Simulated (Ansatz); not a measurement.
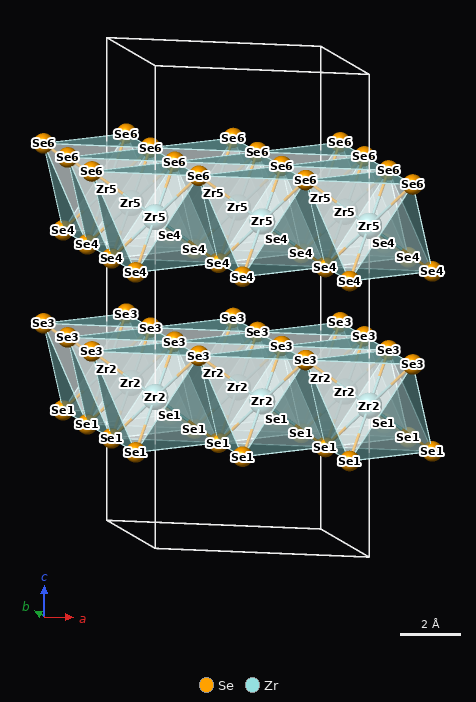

**Figure 1.** The structure as given in the input (polyhedral view of the 2 × 2 repeat of the cell, with the vacuum cut short, seen slightly off an axis; polyhedra are completed across the faces of the cell; atoms are numbered from 1 in the order of the input).

# Two runs on ZrSe2

System: ZrSe2 (slab, 6 atoms in the cell).
Method of run 1: DFT PBE+D3(BJ), scalar-relativistic, plane waves, PAW, no spin polarisation (Ansatz 0.2.0).

The structure derives from an entry of the Crystallography Open Database. Text and figures count atoms from 1; the logs count them from 0 in places.

**Input, run 1**
```yaml
crystal:
  lattice:
    - [3.7457519663, 0.0, 0.0]
    - [-1.8728759831, 3.2439163591, 0.0]
    - [0.0, 0.0, 44.4653039474]
  atoms:
    - { symbol: Se, position: [0.6666666667, 0.3333333333, 0.3959666885] }
    - { symbol: Zr, position: [0.0, 0.0, 0.4319085176] }
    - { symbol: Se, position: [0.3333333333, 0.6666666667, 0.4677628821] }
    - { symbol: Se, position: [0.6666666667, 0.3333333333, 0.5322371179] }
    - { symbol: Zr, position: [0.0, 0.0, 0.5680914824] }
    - { symbol: Se, position: [0.3333333333, 0.6666666667, 0.6040333115] }
  periodic: [true, true, false]
basis:
  ecutwfc: 420
kpoints:
  mp_grid: { grid: [6, 6, 1] }
  band_path:
    path:
      - [0.0, 0.0, 0.0]
      - [0.5, 0.0, 0.0]
      - [0.3333333333, 0.3333333333, 0.0]
      - [0.0, 0.5, 0.0]
    npoints: 1
hamiltonian:
  xc: pbe
  dispersion: d3bj
scf:
  occupations: { method: gaussian, width: 0.01 }
  n_extra_bands: 6
output:
  forces: true
  stress: true
  eigenvalues: true
```

Command:
```bash
ansatz run input.yaml --threads 4 --pin off --max-ram 10240MiB --backend cpu --events-out ev --progress --plain --runs-dir out
```

Hardware: 4 threads of Intel Xeon @ 2.70GHz, 189 GiB of memory available, shared host.

**Output, shortened to warnings, some set-up lines, iterations and results (run 1)**
```
Basis set: ecut = 420 eV, 10637 PW (Γ), exchange–correlation on 54×54×600 points (8 copies of the dense FFT grid, shifted against one another)
Symmetry: 12 space group operations
k-points: 7 of 36
Initial density: superposition of atomic densities (neutral atoms: chi_scale 0, normalization atom), corrected by the library's trained network
[...]
SCF iter   1: F=—  HF=-30254.044761 eV  |F-HF|=—  |Δ(HF+E_count)|=         —  Δρ=8.96e-4  dr2=3.08e-2  ethr=1.77e-3  ⟨swp⟩=10.7  Hψ=1589  notcnv=0
SCF iter   2: F=—  HF=-30254.031239 eV  |F-HF|=—  |Δ(HF+E_count)|=   1.35e-2  Δρ=8.30e-4  dr2=3.18e-2  ethr=3.50e-5  ⟨swp⟩=4.1  Hψ=996  notcnv=0  defer=12
SCF iter   3: F=—  HF=-30254.028356 eV  |F-HF|=—  |Δ(HF+E_count)|=   2.88e-3  Δρ=2.51e-4  dr2=4.70e-4  ethr=3.50e-5  ⟨swp⟩=2.1  Hψ=437  notcnv=0  defer=12
SCF iter   4: F=—  HF=-30254.028826 eV  |F-HF|=—  |Δ(HF+E_count)|=   4.70e-4  Δρ=9.50e-5  dr2=4.90e-5  ethr=5.34e-7  ⟨swp⟩=3.3  Hψ=614  notcnv=0  defer=12
SCF iter   5: F=—  HF=-30254.028875 eV  |F-HF|=—  |Δ(HF+E_count)|=   4.88e-5  Δρ=3.14e-5  dr2=1.08e-5  ethr=5.57e-8  ⟨swp⟩=3.1  Hψ=718  notcnv=0  defer=12
SCF iter   6: F=—  HF=-30254.028873 eV  |F-HF|=—  |Δ(HF+E_count)|=   1.41e-6  Δρ=1.42e-5  dr2=3.22e-6  ethr=1.22e-8  ⟨swp⟩=3.0  Hψ=534  notcnv=0  defer=12
SCF iter   7: F=—  HF=-30254.028872 eV  |F-HF|=—  |Δ(HF+E_count)|=   7.85e-7  Δρ=5.09e-6  dr2=2.38e-7  ethr=3.66e-9  ⟨swp⟩=3.0  Hψ=540  notcnv=0  defer=12
SCF iter   8: F=-30254.028873 eV  HF=-30254.028872 eV  |F-HF|=1.13e-7  |Δ(HF+E_count)|=   5.99e-8  Δρ=1.94e-6  dr2=4.84e-8  ethr=1.14e-10  ⟨swp⟩=13.9  Hψ=1667  notcnv=0
SCF 1 converged in 8 iterations: F = -30254.028873 eV  dr2 = 4.84e-8
NSCF: frozen V_eff on 4 k-points
SCF converged after 8 iterations
Free energy (F): -30254.028873 eV
Harris-Foulkes:  -30254.028872 eV  (|F-HF|=1.13e-7)
Internal energy: -30254.028873 eV  (E = F + TS)
E sigma→0 (E₀):  -30254.028873 eV
Fermi energy:    -5.355917 eV
--- Per-component energies (eV) ---
  E_band       = -3047.303624
  E_kinetic    = 1141.588363
  E_local      = -429539.371054  (includes V_loc(G=0)·N_el)
  E_nonlocal   = -2228.247116
  E_hartree    = 213818.518091
  E_xc         = -742.786587
  E_vxc        = -777.827363  (∫ρ·V_xc dr)
  E_paw        = -13550.485955  (= ΣΔE_a)
  E_vpaw       = 719.488049  (= ΣTr[D̂ρ^β])
  E_aug_tail   = -0.002321  (compensation charges beyond the density's cutoff)
  E_ewald      = 200848.770058
  E_disp       = -2.012352  (pairwise vdW)
  E_smearing   = -0.000000  (= −TS)
  E_closure    = -0.000000  (closes the sum)
  Σ components = -30254.028873   (vs F -30254.028873, Δ=0.00e0)
--- Forces (eV/Å), atoms counted from 1 ---
  atom   1  Se    -0.00000000     0.00000000     0.02199941
  atom   2  Zr    -0.00000000    -0.00000000    -0.00435594
  atom   3  Se    -0.00000000    -0.00000000    -0.01399779
  atom   4  Se     0.00000000     0.00000000     0.01399779
  atom   5  Zr    -0.00000000     0.00000000     0.00435594
  atom   6  Se     0.00000000    -0.00000000    -0.02199941
  max |Σ_I F_I| component: 5.20e-18 eV/Å
--- 2D stress c σ (N/m, compression-positive) ---
        0.321452       0.000000       0.000000
       -0.000000       0.321452       0.000000
        0.000000       0.000000       0.000000
  P = ½ c Tr σ = 0.3215 N/m
```

The input of run 2 differs as follows (lines with − go, lines with + come):
```diff
-  mp_grid: { grid: [6, 6, 1] }
-  band_path:
-    path:
-      - [0.0, 0.0, 0.0]
-      - [0.5, 0.0, 0.0]
-      - [0.3333333333, 0.3333333333, 0.0]
-      - [0.0, 0.5, 0.0]
-    npoints: 1
+  mp_grid: { grid: [12, 12, 1] }
+  band_path: { path: [VBM, CBM], npoints: 2 }
-  n_extra_bands: 6
```

How does run 2 compare with run 1?

The free energy of run 2 is 7.4 meV per atom lower, which comes mainly from the change of mesh; a solver setting shouldn't move a converged energy. The largest force goes from 0.022 to 0.002 eV/Å. The number of SCF iterations is the same. The irreducible k-points go from 7 to 19. On the same kind of shared host run 2 took about 3 times as long.

**Output, shortened to warnings, some set-up lines, iterations and results (run 2)**
```
Basis set: ecut = 420 eV, 10637 PW (Γ), exchange–correlation on 54×54×600 points (8 copies of the dense FFT grid, shifted against one another)
Symmetry: 12 space group operations
k-points: 19 of 144
Initial density: superposition of atomic densities (neutral atoms: chi_scale 0, normalization atom), corrected by the library's trained network
[...]
SCF iter   1: F=—  HF=-30254.089201 eV  |F-HF|=—  |Δ(HF+E_count)|=         —  Δρ=8.44e-4  dr2=2.69e-2  ethr=1.77e-3  ⟨swp⟩=11.2  Hψ=4653  notcnv=0
SCF iter   2: F=—  HF=-30254.076769 eV  |F-HF|=—  |Δ(HF+E_count)|=   1.24e-2  Δρ=8.94e-4  dr2=4.09e-2  ethr=3.05e-5  ⟨swp⟩=4.3  Hψ=2878  notcnv=0  defer=57
SCF iter   3: F=—  HF=-30254.072876 eV  |F-HF|=—  |Δ(HF+E_count)|=   3.89e-3  Δρ=2.60e-4  dr2=4.09e-4  ethr=3.05e-5  ⟨swp⟩=2.5  Hψ=1257  notcnv=0  defer=57
SCF iter   4: F=—  HF=-30254.073503 eV  |F-HF|=—  |Δ(HF+E_count)|=   6.27e-4  Δρ=1.03e-4  dr2=1.60e-4  ethr=4.65e-7  ⟨swp⟩=3.3  Hψ=1818  notcnv=0  defer=57
SCF iter   5: F=—  HF=-30254.073507 eV  |F-HF|=—  |Δ(HF+E_count)|=   3.79e-6  Δρ=4.94e-5  dr2=2.51e-5  ethr=1.82e-7  ⟨swp⟩=2.9  Hψ=1413  notcnv=0  defer=57
SCF iter   6: F=—  HF=-30254.073451 eV  |F-HF|=—  |Δ(HF+E_count)|=   5.58e-5  Δρ=1.80e-5  dr2=2.86e-6  ethr=2.85e-8  ⟨swp⟩=3.1  Hψ=1407  notcnv=0  defer=57
SCF iter   7: F=—  HF=-30254.073451 eV  |F-HF|=—  |Δ(HF+E_count)|=   2.98e-7  Δρ=6.07e-6  dr2=3.17e-7  ethr=3.25e-9  ⟨swp⟩=3.3  Hψ=1931  notcnv=0  defer=57
SCF iter   8: F=-30254.073452 eV  HF=-30254.073452 eV  |F-HF|=3.40e-8  |Δ(HF+E_count)|=   1.59e-7  Δρ=1.37e-6  dr2=1.64e-8  ethr=1.14e-10  ⟨swp⟩=16.6  Hψ=5237  notcnv=0
SCF 1 converged in 8 iterations: F = -30254.073452 eV  dr2 = 1.64e-8
NSCF: frozen V_eff on 7 k-points
NSCF: frozen V_eff on 7 k-points
NSCF: frozen V_eff on 1 k-points
NSCF: frozen V_eff on 3 k-points
NSCF: frozen V_eff on 3 k-points
NSCF: frozen V_eff on 3 k-points
NSCF: frozen V_eff on 3 k-points
NSCF: frozen V_eff on 3 k-points
NSCF: frozen V_eff on 3 k-points
SCF converged after 8 iterations
Free energy (F): -30254.073452 eV
Harris-Foulkes:  -30254.073452 eV  (|F-HF|=3.40e-8)
Internal energy: -30254.073452 eV  (E = F + TS)
E sigma→0 (E₀):  -30254.073452 eV
Fermi energy:    -5.355738 eV
--- Per-component energies (eV) ---
  E_band       = -3047.808371
  E_kinetic    = 1141.367967
  E_local      = -429538.964501  (includes V_loc(G=0)·N_el)
  E_nonlocal   = -2228.077253
  E_hartree    = 213818.129566
  E_xc         = -742.710578
  E_vxc        = -777.732147  (∫ρ·V_xc dr)
  E_paw        = -13550.574038  (= ΣΔE_a)
  E_vpaw       = 719.331863  (= ΣTr[D̂ρ^β])
  E_aug_tail   = -0.002321  (compensation charges beyond the density's cutoff)
  E_ewald      = 200848.770058
  E_disp       = -2.012352  (pairwise vdW)
  E_smearing   = -0.000000  (= −TS)
  E_closure    = 0.000000  (closes the sum)
  Σ components = -30254.073452   (vs F -30254.073452, Δ=0.00e0)
--- Forces (eV/Å), atoms counted from 1 ---
  atom   1  Se     0.00000000     0.00000000     0.00160667
  atom   2  Zr    -0.00000000    -0.00000000    -0.00001723
  atom   3  Se     0.00000000    -0.00000000     0.00030062
  atom   4  Se     0.00000000     0.00000000    -0.00030062
  atom   5  Zr     0.00000000     0.00000000     0.00001723
  atom   6  Se    -0.00000000    -0.00000000    -0.00160667
  max |Σ_I F_I| component: 4.63e-18 eV/Å
--- 2D stress c σ (N/m, compression-positive) ---
       -0.012486      -0.000000      -0.000000
       -0.000000      -0.012486      -0.000000
        0.000000       0.000000       0.000000
  P = ½ c Tr σ = -0.0125 N/m
  ° read free of the cell's end (the report's vacuum.weakly_bound_levels)
```

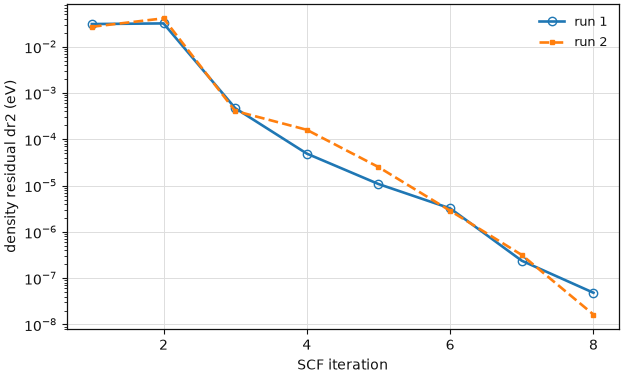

**Figure 2.** Convergence of the two runs: density residual dr2 against the SCF iteration. Run 1 takes 8 iterations in all, and run 2 takes 8.

**The two runs side by side**

```tsv
quantity	run 1	run 2
outcome	converged	converged
free energy per atom (eV)	−5042.3381	−5042.3456
gap on the mesh (eV)	0.25	0.27
work function (eV)	5.36	5.36
largest force (eV/Å)	0.022	0.002
SCF iterations	8	8
irreducible k-points	7	19
plane waves at Γ	10637	10637
wall time (shared host)	6.3 s	19 s
```
